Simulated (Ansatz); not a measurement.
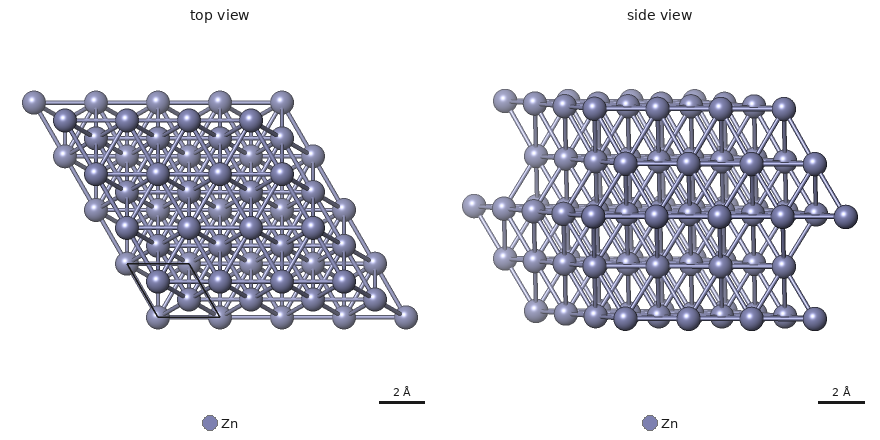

Zn(111) (Fm-3m bulk, the cell from a database of computed structures, not from a measurement, 5 atomic planes (those closer than 0.6 Å count as one), 9 Å), seen from above and from the side.

Level of theory: DFT PBE, scalar-relativistic, plane waves, PAW in Ansatz 0.2.0. Cutoff 420 eV, 21 × 21 k-points, Gaussian smearing 0.1 eV, dipole correction. The slab is a cut without reconstruction beyond its cell, at the source's lattice constants, with its lower half held fixed and the rest relaxed. This isn't the element's usual hcp form. No spin polarisation. The run couldn't confirm all of its levels under its output density. The run warns that the functional's potential is rough in the thin density of the vacuum, where the tip is; weak contrasts and barriers may feel it.

The STM signal is simulated in the Tersoff–Hamann approximation. Bias windows are sharp sums over the levels of the k mesh.

```
Zn
1.0
     2.77861    0.00000    0.00000
    -1.38931    2.40635    0.00000
     0.00000    0.00000   27.07491
Zn
5
Direct
  0.66667 0.33333 0.33241
  0.33333 0.66667 0.41621
  0.00000 0.00000 0.49998
  0.66667 0.33333 0.58433
  0.33333 0.66667 0.67244
```

The last single point, restarted from the relaxation's density, took 54 s on 1 thread of Arm Neoverse V1, with other jobs on the host, peak memory 0.49 GiB.

Describe the constant-current image at a set point of 1.4 × 10⁻⁴ e/Å³ at a sample bias of −0.50 V.

The brightest spots lie over the top Zn atoms; the darkest points are over the sites above the Zn atoms 2.4 Å below the top plane. The corrugation is 4 pm at a mean tip height of 3.0 Å. So weak a contrast (4 pm) depends on the k-mesh and on the tip.

What does a constant-current image at a set point of 6.6 × 10⁻⁴ e/Å³ show at +1.50 V?

The brightest spots lie over the top Zn atoms; the darkest points are over the sites above the Zn atoms 2.4 Å below the top plane. The corrugation is 7 pm at a mean tip height of 3.0 Å. So weak a contrast (7 pm) depends on the k-mesh and on the tip.

The computed images, with the atoms seen from above drawn over one corner (deeper ones smaller):

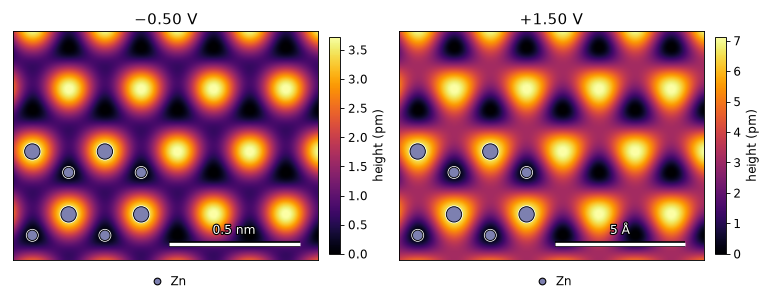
